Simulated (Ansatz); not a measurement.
Single-point calculation of Al

Al (slab, 8 atoms in the cell), computed with DFT, r2SCAN, plane waves, norm-conserving potentials, no spin polarisation (Ansatz 0.2.0).

The structure derives from a Materials Project entry.

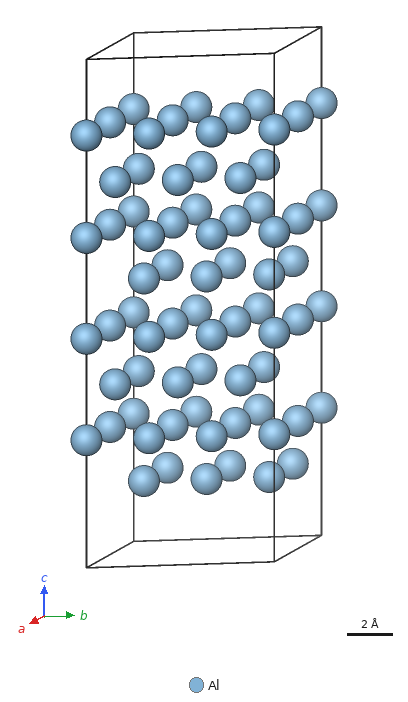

Fig. 1: The structure as given in the input (spheres-only view of the 2 × 3 repeat of the cell, with the vacuum cut short, seen slightly off an axis).

Summary:

| quantity | value |
| --- | --- |
| outcome | converged |
| electrons treated | 24 |
| free energy | −621.7506 eV |
| Fermi energy | 3.253 eV |
| gap on the k-point mesh | none (metallic) |
| largest force (length of the vector) | 0.140 eV/Å |
| hardware | 1 thread of Intel Xeon @ 2.50GHz (Skylake/Cascade Lake), 32 GiB of memory available, shared host |
| wall time | 10 s |
| peak memory | 0.54 GiB |

Notes:

Settings chosen away from the usual ones: kpoints.mp_grid.grid set to [8, 8, 1] (from [12, 12, 1]); scf.convergence.dr2_threshold set to 1e-05; hamiltonian.pseudopotentials set to {"kind": "nc"}; basis.ecutwfc removed. These settings are looser than, or depart from, a standard set-up, so the numbers are not reference values for this system. Warnings of the run: the SCF threshold is loose for the printed forces.

Input file:
```yaml
crystal:
  lattice:
    - [2.8221979706, 0.0, 0.0]
    - [-1.4110989853, 2.4440951371, 0.0]
    - [0.0, 0.0, 31.2086038337]
  atoms:
    - { symbol: Al, position: [0.3333333333, 0.6666666667, 0.2394216974] }
    - { symbol: Al, position: [0.0, 0.0, 0.3142003937] }
    - { symbol: Al, position: [0.6666666667, 0.3333333333, 0.3887505969] }
    - { symbol: Al, position: [0.0, 0.0, 0.4630052446] }
    - { symbol: Al, position: [0.3333333333, 0.6666666667, 0.5366550585] }
    - { symbol: Al, position: [0.0, 0.0, 0.6110214171] }
    - { symbol: Al, position: [0.6666666667, 0.3333333333, 0.6856518812] }
    - { symbol: Al, position: [0.0, 0.0, 0.7612937106] }
kpoints:
  mp_grid: { grid: [8, 8, 1] }
hamiltonian:
  xc: r2scan
  pseudopotentials: { kind: nc }
scf:
  occupations: { method: gaussian, width: 0.1 }
  convergence: { dr2_threshold: 1.0e-05 }
output:
  forces: true
  eigenvalues: true
efield:
  axis: 3
  dipole_correction: true
  ramp_width: 0.04
```

Run as:
```bash
ansatz run input.yaml --threads 1 --pin off --max-ram 2560MiB --backend cpu --events-out ev --progress --plain --runs-dir out
```

What the program printed:
```
Warning: scf.convergence.dr2_threshold = 1e-5 eV is looser than this run's default, which is 1e-7 eV or tighter. The error in the forces grows as the threshold's square root, so leave the key out unless less accurate forces are enough
Engine: ansatz 0.2.0, x86_64-unknown-linux-gnu
Pseudopotentials: kind: nc
Pseudopotential: Al, nc, valence charge 3, recommended cutoff 310 eV (normal), Al.nc.azcp
Functional definition: r2SCAN
  parameter k0 = 0.174
  parameter k1 = 0.065
  parameter a1 = 4.9479
  exchange = r2scan_x(k0 = k0, k1 = k1, a1 = a1)
  correlation = r2scan_c
Crystal: 8 atoms, lattice volume = 215.268 Å³
Basis set: ecut = 310 eV, 2579 PW (Γ), exchange–correlation on 72×72×720 points (64 copies of the dense FFT grid, shifted against one another)
Bands: 20, of which v1, the nominal top of the filled ones, is band 12 counted from 1 (11 counted from 0)
Symmetry: 6 space group operations
Space group: P3m1 (ITA 156), of the structure as read, at distance tolerance 6.0e-5 Å
k-points: 10 of 64 (time reversal used)
Non-local potential: Al, projectors of the file, l = 0: 2, l = 1: 2, l = 2: 2, l = 3: 1
Initial density: superposition of atomic densities (neutral atoms: chi_scale 0, normalization atom)
Initial wavefunctions: pseudopotential atomic-orbital guess
Functional: x = r2scan, c = r2scan; τ floored in thin density (d = 2e-4 eV/Å³)
SCF iter   1: F=—  HF=-622.105554 eV  |F-HF|=—  |Δ(HF+E_count)|=         —  Δρ=1.92e-2  dr2=1.09e1  dr2_τ=2.66e-2  ethr=3.10e-3  p=-0.000 e·Å  D=-4.27e-8 V/Å  ΔV_dip=0.00 eV  dr2_dipole=1.02e-3  V_vac-E_F(+/−)=6.94/6.94 eV  ⟨swp⟩=9.5  Hψ=1415  notcnv=0
efield: sawtooth ramp at fractional position 0.9804 (placed from the atoms, in the widest stretch of the axis that holds none; the zero of the levels goes with the place), width 0.0400; the density the first Hamiltonian is built on has a dipole p = -0.000 e·Å; the dipole correction subtracts the counter field D = -4.27e-8 V/Å, which shifts the + side's vacuum level by +0.00 eV against the − side's; the planar-averaged density in the ramp window peaks in size at 2.1e-7 e/Å³
preconditioner: auto → LDOS  [metal: Δε(μ)=0.093 eV  Ē_g=7.685 eV  σ=0.100 eV  W_gap=0.41  n_scr=18 (ndim 8)  ℏωp=12.4 eV  f_vac=0.317  D(μ)=4.50/eV (n_scr^D=18)  β→1.0]
SCF iter   2: F=—  HF=-621.760972 eV  |F-HF|=—  |Δ(HF+E_count)|=   3.45e-1  Δρ=5.96e-3  dr2=3.41e-1  dr2_τ=8.02e-4  ethr=3.10e-3  p=0.003 e·Å  D=2.12e-3 V/Å  ΔV_dip=-0.07 eV  dr2_dipole=2.82e-2  V_vac-E_F(+/−)=4.21/4.28 eV  ⟨swp⟩=2.5  Hψ=384  notcnv=0  defer=26
SCF iter   3: F=—  HF=-621.750161 eV  |F-HF|=—  |Δ(HF+E_count)|=   1.08e-2  Δρ=1.09e-3  dr2=1.22e-2  dr2_τ=2.82e-5  ethr=1.42e-3  p=0.004 e·Å  D=3.73e-3 V/Å  ΔV_dip=-0.12 eV  dr2_dipole=4.45e-3  V_vac-E_F(+/−)=4.10/4.21 eV  ⟨swp⟩=2.5  Hψ=231  notcnv=0  defer=26
SCF iter   4: F=—  HF=-621.750640 eV  |F-HF|=—  |Δ(HF+E_count)|=   4.79e-4  Δρ=2.85e-4  dr2=2.32e-3  dr2_τ=2.17e-6  ethr=5.08e-5  p=0.001 e·Å  D=5.52e-4 V/Å  ΔV_dip=-0.02 eV  dr2_dipole=2.10e-3  V_vac-E_F(+/−)=4.14/4.15 eV  ⟨swp⟩=2.6  Hψ=289  notcnv=0  defer=26
SCF iter   5: F=—  HF=-621.750595 eV  |F-HF|=—  |Δ(HF+E_count)|=   4.51e-5  Δρ=6.82e-5  dr2=5.06e-5  dr2_τ=1.05e-7  ethr=9.68e-6  p=0.002 e·Å  D=1.45e-3 V/Å  ΔV_dip=-0.05 eV  dr2_dipole=1.36e-7  V_vac-E_F(+/−)=4.13/4.18 eV  ⟨swp⟩=1.1  Hψ=207  notcnv=0  defer=26
iter 6 met the thresholds in force, and the SCF goes on: an eigenvalue changes by 20.56 meV, over its tolerance of 11.00 meV (output.eigenvalues, Limitations)
SCF iter   6: F=-621.750587 eV  HF=-621.750597 eV  |F-HF|=9.39e-6  |Δ(HF+E_count)|=   1.38e-6  Δρ=1.53e-5  dr2=7.61e-6  dr2_τ=1.22e-8  ethr=4.17e-8  p=0.002 e·Å  D=1.39e-3 V/Å  ΔV_dip=-0.04 eV  dr2_dipole=2.30e-6  V_vac-E_F(+/−)=4.13/4.17 eV  ⟨swp⟩=16.7  Hψ=1487  notcnv=0
iter 7 met the thresholds in force, and the SCF goes on: an eigenvalue changes by 14.14 meV, over its tolerance of 10.12 meV (output.eigenvalues, Limitations)
SCF iter   7: F=-621.750594 eV  HF=-621.750596 eV  |F-HF|=2.52e-6  |Δ(HF+E_count)|=   1.94e-7  Δρ=5.20e-6  dr2=1.46e-6  dr2_τ=5.74e-10  ethr=3.17e-8  p=0.002 e·Å  D=1.36e-3 V/Å  ΔV_dip=-0.04 eV  dr2_dipole=1.13e-6  V_vac-E_F(+/−)=4.13/4.17 eV  ⟨swp⟩=4.8  Hψ=719  notcnv=0
Mixer restart at iter 7: flushing history
SCF iter   8: F=-621.682140 eV  HF=-621.750998 eV  |F-HF|=6.89e-2  |Δ(HF+E_count)|=   4.02e-4  Δρ=3.10e-4  dr2=3.45e-2  dr2_τ=2.35e-6  ethr=6.09e-9  p=0.003 e·Å  D=2.73e-3 V/Å  ΔV_dip=-0.09 eV  dr2_dipole=3.45e-2  V_vac-E_F(+/−)=4.11/4.20 eV  ⟨swp⟩=2.0  Hψ=253  notcnv=0  κ⁻¹=1.0e0(r=1)
SCF iter   9: F=-621.750520 eV  HF=-621.750599 eV  |F-HF|=7.85e-5  |Δ(HF+E_count)|=   4.00e-4  Δρ=2.25e-5  dr2=7.36e-5  dr2_τ=1.15e-8  ethr=6.09e-9  p=0.002 e·Å  D=1.32e-3 V/Å  ΔV_dip=-0.04 eV  dr2_dipole=5.96e-6  V_vac-E_F(+/−)=4.13/4.17 eV  ⟨swp⟩=1.9  Hψ=241  notcnv=0  κ⁻¹=2.9e-4(r=2)
SCF iter  10: F=-621.750585 eV  HF=-621.750597 eV  |F-HF|=1.15e-5  |Δ(HF+E_count)|=   1.89e-6  Δρ=1.07e-5  dr2=1.17e-5  dr2_τ=2.89e-9  ethr=6.09e-9  p=0.002 e·Å  D=1.37e-3 V/Å  ΔV_dip=-0.04 eV  dr2_dipole=1.84e-8  V_vac-E_F(+/−)=4.13/4.17 eV  ⟨swp⟩=1.9  Hψ=201  notcnv=0  κ⁻¹=1.5e-5(r=3)
SCF iter  11: F=-621.750594 eV  HF=-621.750596 eV  |F-HF|=2.90e-6  |Δ(HF+E_count)|=   2.96e-7  Δρ=6.25e-6  dr2=2.82e-6  dr2_τ=8.49e-10  ethr=6.09e-9  p=0.002 e·Å  D=1.41e-3 V/Å  ΔV_dip=-0.04 eV  dr2_dipole=1.57e-7  V_vac-E_F(+/−)=4.13/4.17 eV  ⟨swp⟩=6.2  Hψ=642  notcnv=0
SCF 1 converged in 11 iterations: F = -621.750594 eV  dr2 = 2.82e-6
SCF converged after 11 iterations
an eigenvalue changed by more than its tolerance at an iteration that met the thresholds in force, so the SCF went on 2 times, its first undamped step at iteration 7: the last check found none over its tolerance
Free energy (F): -621.750594 eV
Harris-Foulkes:  -621.750596 eV  (|F-HF|=2.90e-6)
Internal energy: -621.735695 eV  (E = F + TS)
E sigma→0 (E₀):  -621.743144 eV
Entropy (-TS):   -0.014899 eV (-1.862 meV/atom)
Fermi energy:    3.252702 eV
Dipole field:    D = 0.000896 V/Å  (p = 0.001066 e·Å, saw-weighted, corrected)
Work function:   Φ+ = 4.1352 eV   Φ− = 4.1632 eV
Levels:          The Fermi level and band energies are counted from a zero that moves with the ramp; work functions are not
--- Per-component energies (eV) ---
  E_band       = -32.305363
  E_kinetic    = 186.352961
  E_local      = -6389.826978  (includes V_loc(G=0)·N_el)
  E_nonlocal   = 62.010624
  E_hartree    = 3175.983424
  E_xc         = -354.611805
  E_vxc        = -252.887217  (∫ρ·V_xc dr)
  E_vtau       = 10.125852  (kinetic-family band-sum trace: ∫τ·v_τ [+ j·A + Jᵃ·Aᵃ] dr)
  E_efield     = 0.000000  (sawtooth field / dipole correction)
  E_vefield    = 0.000241  (∫n·V_field dr)
  E_ewald      = 2698.356079
  E_smearing   = -0.014899  (= −TS)
  E_closure    = -0.000000  (closes the sum)
  Σ components = -621.750594   (vs F -621.750594, Δ=0.00e0)
--- Forces (eV/Å), atoms counted from 1 ---
  atom   1  Al     0.00000000    -0.00000000     0.00092773
  atom   2  Al     0.00000000     0.00000000     0.06406037
  atom   3  Al    -0.00000000     0.00000000    -0.06368275
  atom   4  Al    -0.00000000     0.00000000    -0.05537678
  atom   5  Al    -0.00000000    -0.00000000     0.07292461
  atom   6  Al     0.00000000    -0.00000000     0.05186811
  atom   7  Al     0.00000000     0.00000000    -0.13979848
  atom   8  Al     0.00000000    -0.00000000     0.06926922
  max |Σ_I F_I| component: 1.92e-4 eV/Å
--- Band table (eV; the first three rows and the last of 10) ---
  k-point 0: bands = ["-8.6441", "-8.3110", "-7.8115", "-7.1065", "-6.2252", "-5.1302", "-3.8912", "-2.3750", "-1.1221", "0.7147", "2.4721", "4.2750", "5.9327", "7.1425", "7.4390", "8.7503", "8.7650", "10.8488", "10.8692", "13.3298"]
  k-point 1: bands = ["-8.2330", "-7.9007", "-7.4025", "-6.6992", "-5.8201", "-4.7277", "-3.4916", "-1.9768", "-0.7342", "1.0990", "2.8490", "4.6422", "6.2932", "7.5089", "7.8196", "9.0769", "9.1188", "10.6046", "10.7209", "11.0938"]
  k-point 2: bands = ["-7.0074", "-6.6772", "-6.1828", "-5.4849", "-4.6128", "-3.5290", "-2.3038", "-0.8016", "0.4249", "2.2151", "3.8882", "5.3517", "5.7777", "6.1956", "6.6832", "6.8660", "7.6256", "7.9524", "8.7683", "8.8855"]
  k-point 9: bands = ["-1.0699", "-1.0493", "-0.7918", "-0.7065", "-0.3211", "-0.2825", "0.2869", "0.3302", "1.3168", "1.4280", "1.9082", "2.0701", "2.1888", "2.4311", "3.1215", "3.5015", "3.7644", "4.0791", "4.5013", "5.4652"]
```
